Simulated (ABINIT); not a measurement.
## TaS2: optical-spectrum calculation (part 2 of 2)

TaS2 (P-3m1, 3 atoms in the cell); Kohn-Sham DFT of a periodic cell, PBEsol, PseudoDojo NC SR PBEsol v0.4.1 standard, no spin polarisation (ABINIT 10.8.3); cutoff 680.28 eV, 10×10×6 k-mesh, fermi-dirac of 0.05 eV. The structure derives from an entry of the Crystallography Open Database.

Geometry of the input (Å; fractional positions):
```
3.3500  0.0000  0.0000
-1.6750  2.9012  0.0000
0.0000  0.0000  5.8600
Ta 0.0000  0.0000  0.0000
S  0.6667  0.3333  0.7500
S  0.3333  0.6667  0.2500
```

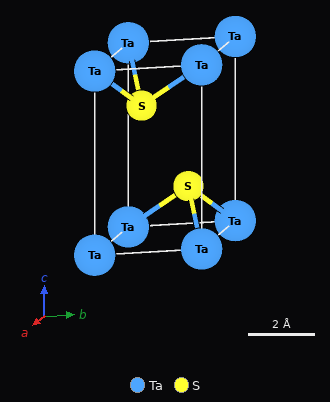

Figure 1. The structure (ball-and-stick view of the cell of the calculation, seen slightly off an axis).

## The program's output, continued
```
--- !ResultsGS
iteration_state: {dtset: 1, }
comment   : Summary of ground state results
lattice_vectors:
- [  6.3305825,   0.0000000,   0.0000000, ]
- [ -3.1652913,   5.4824453,   0.0000000, ]
- [  0.0000000,   0.0000000,  11.0737951, ]
lattice_lengths: [   6.33058,    6.33058,   11.07380, ]
lattice_angles: [ 90.000,  90.000, 120.000, ] # degrees, (23, 13, 12)
lattice_volume:   3.8433901E+02
convergence: {deltae: -1.577E-12, res2:  6.454E-13, residm:  7.163E-05, diffor: null, }
etotal    :  -8.72340326E+01
entropy   :   0.00000000E+00
fermie    :   2.85037928E-01
cartesian_stress_tensor: # hartree/bohr^3
- [ -7.96004146E-05,   0.00000000E+00,   0.00000000E+00, ]
- [  0.00000000E+00,  -7.96004147E-05,   0.00000000E+00, ]
- [  0.00000000E+00,   0.00000000E+00,  -2.66151984E-04, ]
pressure_GPa:   4.1714E+00
xred      :
- [  0.0000E+00,   0.0000E+00,   0.0000E+00, Ta]
- [  6.6667E-01,   3.3333E-01,   7.5000E-01,  S]
- [  3.3333E-01,   6.6667E-01,   2.5000E-01,  S]
cartesian_forces: # hartree/bohr
- [ -1.13423800E-28,  -6.54852615E-29,  -0.00000000E+00, ]
- [  5.67119000E-29,   2.29198415E-28,  -1.87973286E-02, ]
- [  5.67119000E-29,  -1.63713154E-28,   1.87973286E-02, ]
force_length_stats: {min:   1.30970523E-28, max:   1.87973286E-02, mean:   1.25315524E-02, }
...

 Integrated electronic density in atomic spheres:
 ------------------------------------------------
 Atom  Sphere_radius  Integrated_density
    1        2.00000          9.19627543
    2        2.00000          3.96871124
    3        2.00000          3.96871124
================================================================================

 ----iterations are completed or convergence reached----

 Mean square residual over all n,k,spin=   18.555E-08; max=  71.631E-06
 reduced coordinates (array xred) for    3 atoms
       0.000000000000      0.000000000000      0.000000000000
       0.666666666667      0.333333333333      0.750000000000
       0.333333333333      0.666666666667      0.250000000000
 rms dE/dt=  9.8127E-02; max dE/dt=  2.0816E-01; dE/dt below (all hartree)
    1       0.000000000000      0.000000000000      0.000000000000
    2      -0.000000000000     -0.000000000000      0.208157765279
    3      -0.000000000000      0.000000000000     -0.208157765279

 cartesian coordinates (angstrom) at end:
    1      0.00000000000000     0.00000000000000     0.00000000000000
    2      1.67500000000000     0.96706170090000     4.39500000000000
    3      0.00000000000000     1.93412340180000     1.46500000000000

 cartesian forces (hartree/bohr) at end:
    1     -0.00000000000000    -0.00000000000000    -0.00000000000000
    2      0.00000000000000     0.00000000000000    -0.01879732859788
    3      0.00000000000000    -0.00000000000000     0.01879732859788
 frms,max,avg= 8.8611457E-03 1.8797329E-02   0.000E+00  0.000E+00  0.000E+00 h/b

 cartesian forces (eV/Angstrom) at end:
    1     -0.00000000000000    -0.00000000000000    -0.00000000000000
    2      0.00000000000000     0.00000000000000    -0.96659750019018
    3      0.00000000000000    -0.00000000000000     0.96659750019018
 frms,max,avg= 4.5565843E-01 9.6659750E-01   0.000E+00  0.000E+00  0.000E+00 e/A
 length scales=  1.889726125908  1.889726125908  1.889726125908 bohr
              =  1.000000000000  1.000000000000  1.000000000000 angstroms
 Fermi (or HOMO) energy (hartree) =   0.28504   Average Vxc (hartree)=  -0.40195
 Eigenvalues (hartree) for nkpt=  66  k points:
 kpt#   1, nband= 17, wtk=  0.00333, kpt=  0.0000  0.0000  0.0833 (reduced coord)
  -2.24009   -1.00830   -1.00695   -1.00695   -0.27046   -0.19474    0.02996    0.12884
   0.12884    0.22961    0.25676    0.25676    0.28569    0.28569    0.29963    0.43678
   0.43679
      occupation numbers for kpt#   1
   2.00000    2.00000    2.00000    2.00000    2.00000    2.00000    2.00000    2.00000
   2.00000    2.00000    2.00000    2.00000    0.82409    0.82409    0.00071    0.00000
   0.00000
 prteigrs : prtvol=0 or 1, do not print more k-points.

--- !EnergyTerms
iteration_state     : {dtset: 1, }
comment             : Components of total free energy in Hartree
kinetic             :  2.49386000717370E+01
hartree             :  2.01905648573664E+01
xc                  : -2.10557179314937E+01
Ewald energy        : -5.53521930585893E+01
psp_core            :  2.54622996858149E+00
local_psp           : -6.61340326318841E+01
non_local_psp       :  7.63296031624616E+00
internal            : -8.72335884080360E+01
'-kT*entropy'       : -4.44203317411139E-04
total_energy        : -8.72340326113534E+01
total_energy_eV     : -2.37375895518204E+03
band_energy         : -9.50148269853262E+00
...

 Cartesian components of stress tensor (hartree/bohr^3)
  sigma(1 1)= -7.96004146E-05  sigma(3 2)=  0.00000000E+00
  sigma(2 2)= -7.96004147E-05  sigma(3 1)=  0.00000000E+00
  sigma(3 3)= -2.66151984E-04  sigma(2 1)=  0.00000000E+00

-Cartesian components of stress tensor (GPa)         [Pressure=  4.1714E+00 GPa]
- sigma(1 1)= -2.34192505E+00  sigma(3 2)=  0.00000000E+00
- sigma(2 2)= -2.34192505E+00  sigma(3 1)=  0.00000000E+00
- sigma(3 3)= -7.83046171E+00  sigma(2 1)=  0.00000000E+00

================================================================================
== DATASET  2 ==================================================================

--- !DatasetInfo
iteration_state: {dtset: 2, }
dimensions: {natom: 3, nkpt: 66, mband: 24, nsppol: 1, nspinor: 1, nspden: 1, mpw: 2317, }
cutoff_energies: {ecut:  25.0, pawecutdg:  -1.0, }
electrons: {nelect:   2.50000000E+01, charge:   0.00000000E+00, occopt:   3.00000000E+00, tsmear:   1.83747000E-03, }
meta: {optdriver: 0, ionmov: 0, optcell: 0, iscf: -3, paral_kgb: 0, }
...

 mkfilename : getden/=0, take file _DEN from output of DATASET   1.

 Real(R)+Recip(G) space primitive vectors, cartesian coordinates (Bohr,Bohr^-1):
 R(1)=  6.3305825  0.0000000  0.0000000  G(1)=  0.1579633  0.0912002  0.0000000
 R(2)= -3.1652913  5.4824453  0.0000000  G(2)=  0.0000000  0.1824004  0.0000000
 R(3)=  0.0000000  0.0000000 11.0737951  G(3)=  0.0000000  0.0000000  0.0903033
 Unit cell volume ucvol=  3.8433901E+02 bohr^3
 Angles (23,13,12)=  9.00000000E+01  9.00000000E+01  1.20000000E+02 degrees

 getcut: wavevector=  0.0000  0.0000  0.0000  ngfft=  30  30  50
         ecut(hartree)=     25.000   => boxcut(ratio)=   2.00603
--------------------------------------------------------------------------------

================================================================================

--- !BeginCycle
iteration_state: {dtset: 2, }
solver: {iscf: -3, nstep: 120, nline: 4, wfoptalg: 0, }
tolerances: {tolwfr: 1.00E-12, }
...

     iter   Etot(hartree)      deltaE(h)  residm     vres2
 Non-SCF case, kpt    1 (  0.00000  0.00000  0.08333), residuals and eigenvalues=
  3.63E-13  5.05E-13  1.51E-13  9.69E-13  9.21E-13  6.66E-13  2.58E-13  6.57E-13
  4.50E-13  3.80E-13  9.95E-13  9.13E-13  5.77E-13  2.64E-13  2.76E-13  6.61E-13
  8.88E-13  9.59E-13  9.12E-13  5.07E-13  1.90E-12  3.36E-10  2.72E-06  7.61E-05
 -2.2401E+00 -1.0083E+00 -1.0070E+00 -1.0070E+00 -2.7046E-01 -1.9474E-01
  2.9958E-02  1.2884E-01  1.2884E-01  2.2961E-01  2.5676E-01  2.5676E-01
  2.8569E-01  2.8569E-01  2.9963E-01  4.3678E-01  4.3678E-01  4.7178E-01
  4.8923E-01  6.1099E-01  6.1099E-01  6.9478E-01  7.4693E-01  7.7544E-01
 prteigrs : prtvol=0 or 1, do not print more k-points.

--- !ResultsGS
iteration_state: {dtset: 2, }
comment   : Summary of ground state results
lattice_vectors:
- [  6.3305825,   0.0000000,   0.0000000, ]
- [ -3.1652913,   5.4824453,   0.0000000, ]
- [  0.0000000,   0.0000000,  11.0737951, ]
lattice_lengths: [   6.33058,    6.33058,   11.07380, ]
lattice_angles: [ 90.000,  90.000, 120.000, ] # degrees, (23, 13, 12)
lattice_volume:   3.8433901E+02
convergence: {deltae:  0.000E+00, res2:  0.000E+00, residm:  9.993E-13, diffor:  0.000E+00, }
etotal    :  -8.72340326E+01
entropy   :   0.00000000E+00
fermie    :   2.85037931E-01
cartesian_stress_tensor: null
pressure_GPa: null
xred      :
- [  0.0000E+00,   0.0000E+00,   0.0000E+00, Ta]
- [  6.6667E-01,   3.3333E-01,   7.5000E-01,  S]
- [  3.3333E-01,   6.6667E-01,   2.5000E-01,  S]
cartesian_forces: null
force_length_stats: {min: null, max: null, mean: null, }
...

 Integrated electronic density in atomic spheres:
 ------------------------------------------------
 Atom  Sphere_radius  Integrated_density
    1        2.00000          9.19627529
    2        2.00000          3.96871130
    3        2.00000          3.96871130
================================================================================

 ----iterations are completed or convergence reached----

 Mean square residual over all n,k,spin=   54.477E-14; max=  99.931E-14
 reduced coordinates (array xred) for    3 atoms
       0.000000000000      0.000000000000      0.000000000000
       0.666666666667      0.333333333333      0.750000000000
       0.333333333333      0.666666666667      0.250000000000

 cartesian coordinates (angstrom) at end:
    1      0.00000000000000     0.00000000000000     0.00000000000000
    2      1.67500000000000     0.96706170090000     4.39500000000000
    3      0.00000000000000     1.93412340180000     1.46500000000000
 length scales=  1.889726125908  1.889726125908  1.889726125908 bohr
              =  1.000000000000  1.000000000000  1.000000000000 angstroms
 Eigenvalues (hartree) for nkpt=  66  k points:
 kpt#   1, nband= 24, wtk=  0.00333, kpt=  0.0000  0.0000  0.0833 (reduced coord)
  -2.24009   -1.00830   -1.00695   -1.00695   -0.27046   -0.19474    0.02996    0.12884
   0.12884    0.22961    0.25676    0.25676    0.28569    0.28569    0.29963    0.43678
   0.43678    0.47178    0.48923    0.61099    0.61099    0.69478    0.74693    0.77544
      occupation numbers for kpt#   1
   2.00000    2.00000    2.00000    2.00000    2.00000    2.00000    2.00000    2.00000
   2.00000    2.00000    2.00000    2.00000    0.82409    0.82409    0.00071    0.00000
   0.00000    0.00000    0.00000    0.00000    0.00000    0.00000    0.00000    0.00000
 prteigrs : prtvol=0 or 1, do not print more k-points.

--- !EnergyTerms
iteration_state     : {dtset: 2, }
comment             : Components of total free energy in Hartree
kinetic             :  2.49385999122213E+01
hartree             :  2.01905648573664E+01
xc                  : -2.10557179314937E+01
Ewald energy        : -5.53521930585893E+01
psp_core            :  2.54622996858149E+00
local_psp           : -6.61340326318841E+01
non_local_psp       :  7.63296023002510E+00
internal            : -8.72335886537728E+01
'-kT*entropy'       : -4.44203279613119E-04
total_energy        : -8.72340328570524E+01
...

--- !EnergyTermsDC
iteration_state     : {dtset: 2, }
comment             : '"Double-counting" decomposition of free energy'
band_energy         : -9.50148262330043E+00
Ewald energy        : -5.53521930585893E+01
psp_core            :  2.54622996858149E+00
xc_dc               : -2.49261426947611E+01
internal            : -8.72335884080693E+01
'-kT*entropy'       : -4.44203279613119E-04
total_energy_dc     : -8.72340326113489E+01
...

================================================================================
== DATASET  3 ==================================================================

--- !DatasetInfo
iteration_state: {dtset: 3, }
dimensions: {natom: 3, nkpt: 66, mband: 20, nsppol: 1, nspinor: 1, nspden: 1, mpw: 2317, }
cutoff_energies: {ecut:  25.0, pawecutdg:  -1.0, }
electrons: {nelect:   2.50000000E+01, charge:   0.00000000E+00, occopt:   3.00000000E+00, tsmear:   1.83747000E-03, }
meta: {optdriver: 8, wfk_task: 7, }
...

 mkfilename : getwfk/=0, take file _WFK from output of DATASET   2.

--------------------------------------------------------------------------------

 Computation of velocity matrix elements (DDK)

 Parameters extracted from the Abinit header:
    ecut:     25.0
    nkpt:    600
    mband:   24
    nsppol:  1
    nspinor: 1
    useylm:  0
    inclvkb: 2
    bmin: 1, bmax: 24
    Computing diagonal and off-diagonal matrix elements
    Between band index bmin: 1, bmax: 24

== END DATASET(S) ==============================================================
================================================================================

 -outvars: echo values of variables after computation  --------
            acell      1.8897261259E+00  1.8897261259E+00  1.8897261259E+00 Bohr
           etotal1    -8.7234032611E+01
           etotal2    -8.7234032611E+01
           etotal3     0.0000000000E+00
            fcart1    -1.1342380005E-28 -6.5485261493E-29 -0.0000000000E+00
                       5.6711900027E-29  2.2919841523E-28 -1.8797328598E-02
                       5.6711900027E-29 -1.6371315373E-28  1.8797328598E-02
            fcart3     0.0000000000E+00  0.0000000000E+00  0.0000000000E+00
                       0.0000000000E+00  0.0000000000E+00  0.0000000000E+00
                       0.0000000000E+00  0.0000000000E+00  0.0000000000E+00
            rprim      3.3500000000E+00  0.0000000000E+00  0.0000000000E+00
                      -1.6750000000E+00  2.9011851027E+00  0.0000000000E+00
                       0.0000000000E+00  0.0000000000E+00  5.8600000000E+00
           strten1    -7.9600414555E-05 -7.9600414655E-05 -2.6615198397E-04
                       0.0000000000E+00  0.0000000000E+00  0.0000000000E+00
           strten3     0.0000000000E+00  0.0000000000E+00  0.0000000000E+00
                       0.0000000000E+00  0.0000000000E+00  0.0000000000E+00
           xangst      0.0000000000E+00  0.0000000000E+00  0.0000000000E+00
                       1.6750000000E+00  9.6706170090E-01  4.3950000000E+00
                       1.6346510892E-17  1.9341234018E+00  1.4650000000E+00
             xred      0.0000000000E+00  0.0000000000E+00  0.0000000000E+00
                       6.6666666667E-01  3.3333333333E-01  7.5000000000E-01
                       3.3333333333E-01  6.6666666667E-01  2.5000000000E-01
 Calculation completed.
```

## Results in brief

```json
{"quantity": "outcome", "value": "converged"}
{"quantity": "space group (tolerance 0.01 Å)", "value": "P-3m1 (164)"}
{"quantity": "electrons treated", "value": "25"}
{"quantity": "free energy", "value": "−2373.7590 eV"}
{"quantity": "Fermi energy", "value": "7.756 eV"}
{"quantity": "gap on the k-point mesh", "value": "none (metallic)"}
{"quantity": "pressure", "value": "4.17 GPa"}
{"quantity": "largest force (length of the vector)", "value": "0.967 eV/Å"}
{"quantity": "hardware", "value": "1 thread of Intel Xeon @ 2.70GHz, 189 GiB of memory available, shared host"}
{"quantity": "wall time", "value": "4.2 min"}
{"quantity": "peak memory", "value": "0.62 GiB"}
```

## Remarks

Points of doubt noted for this run: cutoff too low for stress; no intraband term. Spin–orbit coupling is left out, which matters for Ta. The cell holds an odd number of electrons but the run has no spin polarisation, so it comes out as a metal.
